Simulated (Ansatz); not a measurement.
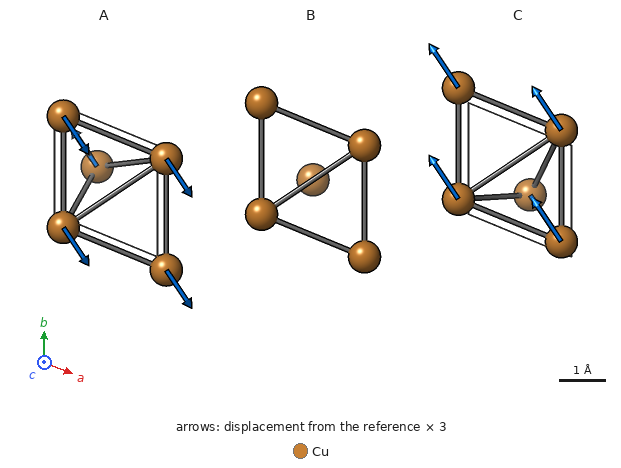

Crystalline Cu (I4/mmm): a normal mode of wave vector (0, 0, 1/2) of the primitive cell, folded into a doubled cell, is frozen in with the cell fixed, the amplitude being the largest displacement of an atom. Style: ball-and-stick. Shown: the cell of the calculation, along the c axis. Blue arrows: displacements from the reference.

The calculation used DFT r2SCAN, scalar-relativistic, plane waves, PAW (Ansatz). Set-up: plane-wave cutoff 500 eV; k-point mesh 26 × 26 × 14; occupations gaussian; smearing width 0.15 eV; no spin polarisation. Energies (free energies at the smearing named) are counted from the relaxed crystal.

Rank the frames from lowest to highest energy.

Answer. Lowest first: B (the amplitude 0.00 Å, 0.0 meV/cell), A (the amplitude 0.35 Å, 30.7 meV/cell), C (the amplitude −0.40 Å, 72.4 meV/cell). Over the whole scan: the harmonic wavenumber of the mode is 45i cm⁻¹, so the reference is unstable against it. Of the computed points the lowest is at the amplitude −0.20 Å and 0.20 Å (by symmetry), −8.6 meV/cell. A local maximum lies at 0.00 Å (0.0 meV/cell). The curve is a double well: the distortion gains at least 8.6 meV/cell. At the highest point the shortest interatomic distance is 2.40 Å, against 2.46 Å in the reference. The distortion takes the space group from I4/mmm to Cmcm.
